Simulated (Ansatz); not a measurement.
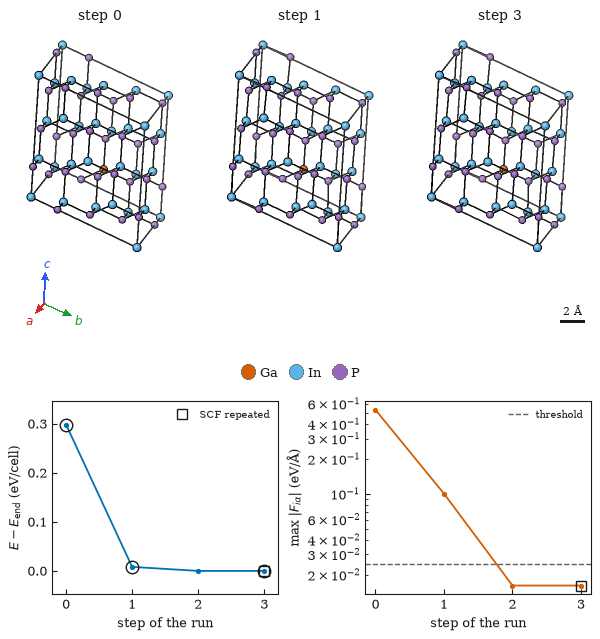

Frames of a relaxation of a defect cell of composition In15GaP16 (coarse preliminary run), marked on the history of the run. Style: ball-and-stick. Shown: the cell of the calculation, slightly off an axis.

Case: Ga on a In site (a), charge +0, atoms relaxed at the host's cell.

Method: DFT PBE, scalar-relativistic, plane waves, PAW (Ansatz 0.2.0). Set-up: plane-wave cutoff 420 eV; k-point mesh 1 × 1 × 1; occupations gaussian; smearing width 0.02 eV; no spin polarisation; atoms relaxed in a fixed cell; force threshold 0.025 eV/Å; at most 45 steps.

Describe the path.

Answer. Over 2 accepted moves (3 points after the start) the energy falls by 0.299 eV per cell of the calculation. Largest force component: 0.53 eV/Å at the start, 0.016 eV/Å at the end. 1 step only repeated the SCF at the same geometry. The largest moves, 0.15 Å, are those of P atoms. Largest moves by element: P 0.15 Å, In 0.04 Å. Ga stays in place. The cell stays as it was. Near-neighbour distances that change, for instance: Ga–P 2.581 → 2.434 Å, In–P 2.581 → 2.606 Å. Bond angles that change, for instance: P–In–P 109.5° → 112.0°, Ga–P–In 109.5° → 111.8°, In–P–In 109.5° → 107.2°. Cost: 6 s on 4 threads of AMD EPYC 9R45 96-Core Processor (Zen 5), with other jobs on the host, peak memory 0.98 GiB. From step 0 to 1: P atoms move most (0.17 Å), energy −0.290 eV per cell of the calculation. From step 1 to 3: P atoms move most (0.02 Å), energy −8.2 meV per cell of the calculation.

```
step  E − E(0), meV/atom  largest force component, eV/Å                         note
   0                0.00                         0.5308                             
   1               -9.07                         0.1003                             
   2               -9.33                         0.0161                             
   3               -9.33                         0.0161  same geometry, SCF repeated
```
